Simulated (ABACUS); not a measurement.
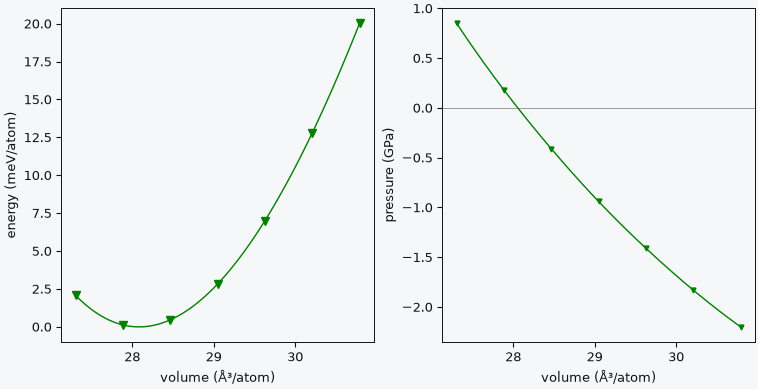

How it was computed, with ABACUS 3.10.1: DFT in plane waves or numerical atomic orbitals with pseudopotentials, no spin polarisation; energies at scaled volumes of the given cell, shape and fractions fixed, counted from the fit's minimum, third-order Birch-Murnaghan fit. Level: PBEsol.

k mesh 7×7×4; occupations Fermi–Dirac; smearing width 0.05 eV; potentials PseudoDojo NC SR 0.4.1 PBEsol standard; wave cutoff 789.1 eV; density cutoff 3157 eV; program settings basis pw.

Cell as given: a = 3.867 Å, b = 3.867 Å, c = 8.210 Å, α = 90.00°, β = 90.00°, γ = 71.16°; 4 atoms.

Figure. Energy and pressure against volume for Cl, space group Cmce (No. 64).

A third-order Birch–Murnaghan fit gives V0 = 28.08 Å³/atom, B0 = 29.2 GPa and B′ = 4.6. The energy is 2.07 meV/atom at volume 27.31 Å³/atom and 20.02 meV/atom at 30.79 Å³/atom; the lowest computed point is at volume 27.89 Å³/atom (0.13 meV/atom), and no other minimum shows. The pressure falls from 0.85 GPa at volume 27.31 Å³/atom to −2.20 GPa at 30.79 Å³/atom, and changes sign near 28.06 Å³/atom.

Caveats: shape and atomic fractions are frozen while scaling, which makes layered, chain and framework solids too stiff.
